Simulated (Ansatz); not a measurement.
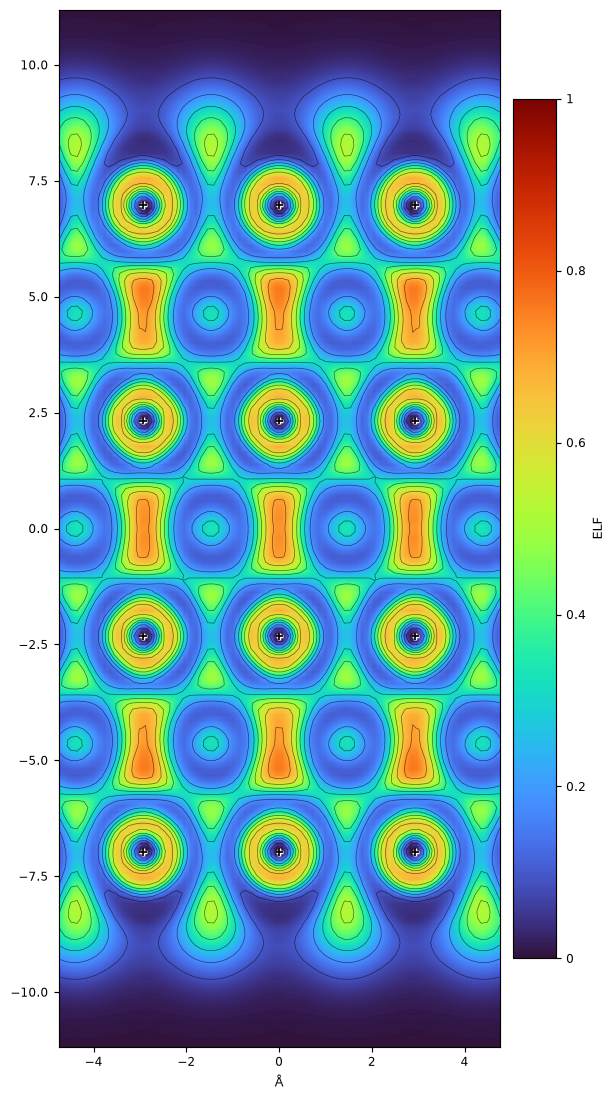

The ELF on a plane through atoms (crosses mark nuclei in the plane).

All numbers below come from DFT PBE, scalar-relativistic, plane waves, PAW in Ansatz 0.2.0.

Candidates:
A. Al, a = 4.04 Å, b = 4.04 Å, c = 4.04 Å, α = 90.00°, β = 90.00°, γ = 90.00°. Space group Fm-3m; computed without spin polarisation.
B. TaN (slab), a = 3.12 Å, b = 3.12 Å, c = 26.48 Å, α = 90.00°, β = 90.00°, γ = 120.00°. 
C. Ti (slab), a = 2.94 Å, b = 2.94 Å, c = 28.95 Å, α = 90.00°, β = 90.00°, γ = 120.00°. Not relaxed (largest force 0.6 eV/Å); computed without spin polarisation.

Question: Which candidate gave the map?

Answer: Candidate C: Ti on the (100) plane of the calculation cell, a cut from vacuum to vacuum, which holds Ti. Ti–Ti (2.94 Å): the ELF is about 0.25 at the midpoint: no shared electron pair shows on this line.
